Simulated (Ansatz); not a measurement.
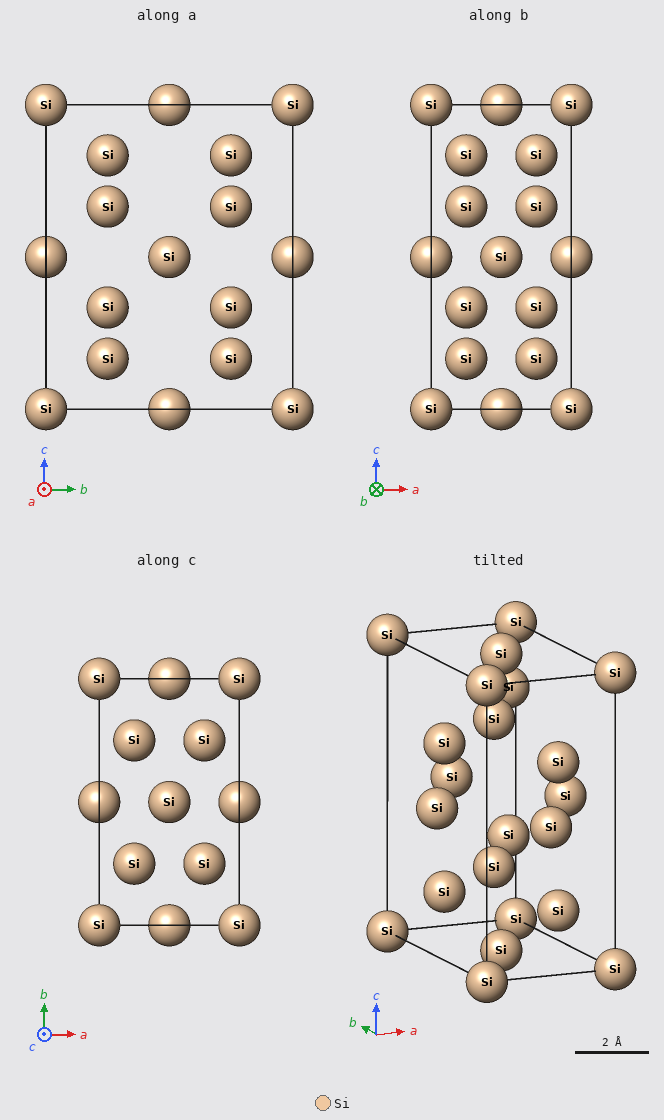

Drawn in the spheres-only manner and seen along the a axis, along the b axis, along the c axis and slightly off an axis. The wireframe shows the conventional unit cell.

Lattice parameters: a = 3.8543 Å, b = 6.7763 Å, c = 8.3613 Å, α = 90.000°, β = 90.000°, γ = 90.000°.

Write down what is shown as a CIF in P1 with every atom of the cell.

```cif
data_structure
_symmetry_space_group_name_H-M 'P 1'
_symmetry_Int_Tables_number 1
_cell_length_a 3.8543
_cell_length_b 6.7763
_cell_length_c 8.3613
_cell_angle_alpha 90.000
_cell_angle_beta 90.000
_cell_angle_gamma 90.000
_cell_volume 218.38
loop_
_atom_site_label
_atom_site_type_symbol
_atom_site_fract_x
_atom_site_fract_y
_atom_site_fract_z
_atom_site_occupancy
Si1 Si 0.7500 0.7500 0.8341 1
Si2 Si 0.2500 0.7500 0.1659 1
Si3 Si 0.2500 0.7500 0.6659 1
Si4 Si 0.7500 0.7500 0.3341 1
Si5 Si 0.5000 0.5000 0.0000 1
Si6 Si 0.0000 0.5000 0.5000 1
Si7 Si 0.2500 0.2500 0.8341 1
Si8 Si 0.7500 0.2500 0.1659 1
Si9 Si 0.7500 0.2500 0.6659 1
Si10 Si 0.2500 0.2500 0.3341 1
Si11 Si 0.0000 0.0000 0.0000 1
Si12 Si 0.5000 0.0000 0.5000 1
```

The initial geometry was a structure type filled with this element by a generator (whether the element takes this form wasn't checked). This is the structure after a relaxation with DFT PBE, scalar-relativistic, plane waves, PAW (Ansatz 0.2.0).
